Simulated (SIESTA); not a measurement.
**A series of single points on TaN**

System: TaN (2 atoms in the cell).
Method: Kohn-Sham DFT of a periodic cell, PBEsol, PseudoDojo 0.4 standard, converted to PSML, no spin polarisation (SIESTA 5.4.2).

The 7 runs differ only in the geometry, by an even scaling of the cell at fixed fractional positions. The structure derives from an entry of the Crystallography Open Database.

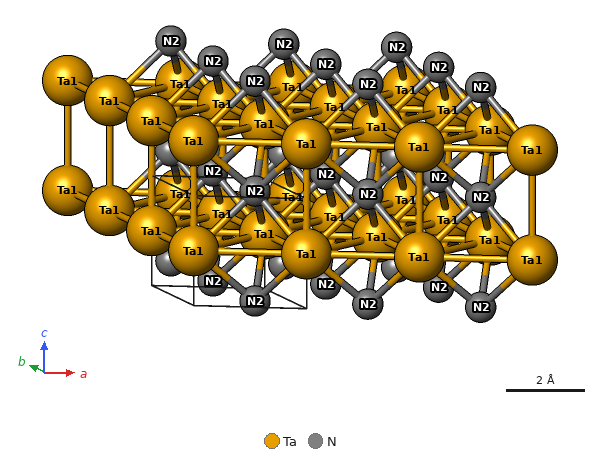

Figure 1. The structure of run 4 (ball-and-stick view of the cell of the calculation, repeated 3 × 3 × 2, seen slightly off an axis; atoms are numbered from 1 in the order of the input). An atom can appear more than once, as a periodic image.

### Input of run 4
```
SystemName                      TaN
SystemLabel                     TaN
NumberOfSpecies                 2
NumberOfAtoms                   2
%block ChemicalSpeciesLabel
  1  73 Ta
  2   7 N
%endblock ChemicalSpeciesLabel

LatticeConstant                 1.0 Ang
%block LatticeVectors
     2.9380000000     0.0000000000     0.0000000000
    -1.4690000000     2.5443826363     0.0000000000
     0.0000000000     0.0000000000     2.8830000000
%endblock LatticeVectors
AtomicCoordinatesFormat         Fractional
%block AtomicCoordinatesAndAtomicSpecies
     0.0000000000     0.0000000000     0.5000000000  1  Ta
     0.6666666667     0.3333333333     0.0000000000  2  N
%endblock AtomicCoordinatesAndAtomicSpecies

%block kgrid.MonkhorstPack
   10   0   0  0.0
    0  10   0  0.0
    0   0   9  0.0
%endblock kgrid.MonkhorstPack
XC.Functional                   GGA
XC.Authors                      PBEsol
PAO.BasisSize                   DZP
PAO.EnergyShift                 0.003 Ry
Mesh.Cutoff                     800 Ry
OccupationFunction              FD
ElectronicTemperature           0.05 eV
MaxSCFIterations                120
SCF.MustConverge                false
SCF.Mixer.Method                Pulay
SCF.Mixer.Weight                0.25
SCF.Mixer.History               8
SCF.DM.Tolerance                5.0e-05
SCF.H.Tolerance                 1.0e-03 eV
WriteForces                     true
Charge.Mulliken                 end
%block PAO.Basis
  Ta 5
  n=5 0 2
    3.138 0.000
  n=6 0 2
    7.687 0.000
  n=5 1 2
    3.782 0.000
  n=6 1 1
    7.687
  n=5 2 2
    7.138 0.000
%endblock PAO.Basis
```

Command:
```bash
siesta < TaN.fdf > TaN.out 2>&1
```

Run 5 differs from it as follows:
```diff
-     2.9380000000     0.0000000000     0.0000000000
-    -1.4690000000     2.5443826363     0.0000000000
-     0.0000000000     0.0000000000     2.8830000000
+     2.9574575207     0.0000000000     0.0000000000
+    -1.4787287603     2.5612333435     0.0000000000
+     0.0000000000     0.0000000000     2.9020932717
```

### Results, with one run withheld

```tsv
run	volume per atom (Å³)	free energy per atom, from the lowest run given (meV)	pressure (GPa)
1	10.129	47.01	25.38
2	10.345	19.52	15.70
3	10.560	4.28	7.12
4	10.776	0.00	−0.58
5	10.991	?	?
6	11.207	20.29	−13.88
7	11.422	42.77	−19.46
```

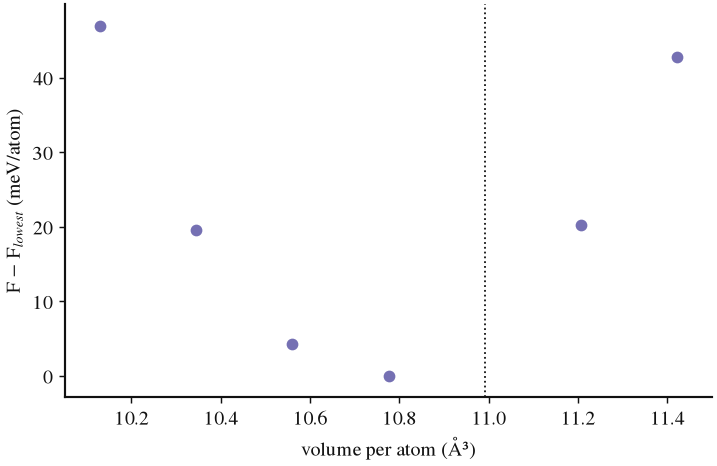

Figure 2. Free energy per atom of the runs given; the dotted line marks run 5.

Estimate the energy of run 5 from the others.

A cubic polynomial in V^(−2/3) (the Birch–Murnaghan form), fitted to the 6 runs given, misses them by at most 0.03 meV per atom. With x = V^(−2/3) − 0.20564 Å⁻², it reads F = 0.10901 + 562.34 x + 6.6462e+05 x² + 4.1489e+05 x³ (meV per atom). At run 5 it gives 5.67 meV per atom, and the run itself gives 5.67. The slope of the fit gives a pressure −dF/dV of −7.62 GPa there, and the run prints −7.72 GPa. The two needn't agree exactly: the fit is approximate, and the printed stress is taken on a finite basis. The fit has its minimum at 10.757 Å³ per atom, where V d²F/dV² gives 370 GPa. Cell shape and fractional positions are held, so this is the stiffness under even scaling; the relaxed bulk modulus wasn't computed.

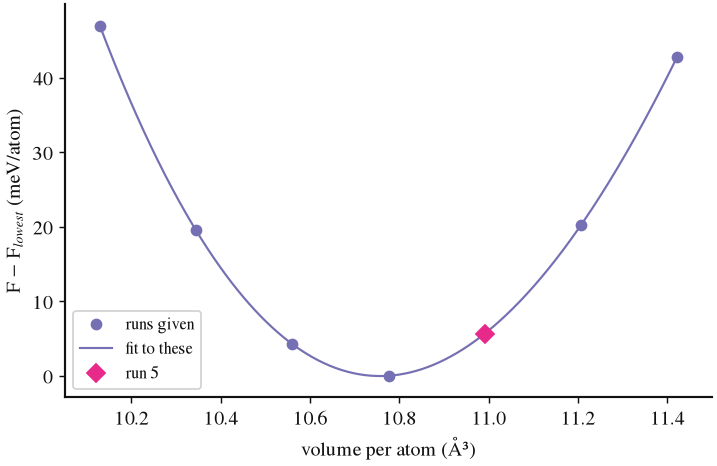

Figure 3. The fit and the withheld run.

### Some lines of the output (run 5)
```
[...]
outcell: Cell volume (Ang**3)        :     21.9826
stepf: Fermi-Dirac step function
siesta: Etot    =     -2049.646402
siesta: FreeEng =     -2049.646765
        iscf     Eharris(eV)        E_KS(eV)     FreeEng(eV)     dDmax    Ef(eV) dHmax(eV)
siesta: E_KS(eV) =            -2054.3050
siesta: E_KS - E_eggbox =     -2054.3050
siesta: Etot    =     -2054.305025
siesta: FreeEng =     -2054.305414
siesta:         Fermi =      -4.219411
siesta: Cell volume =         21.982599 Ang**3
    Orbital volume contribution        =           1.651175 eV
```

Notes: Points of doubt noted for this run: mulliken charges of long orbitals. Spin–orbit coupling is left out, which matters for Ta. With a small basis of atomic orbitals these values can differ much from converged plane-wave results.
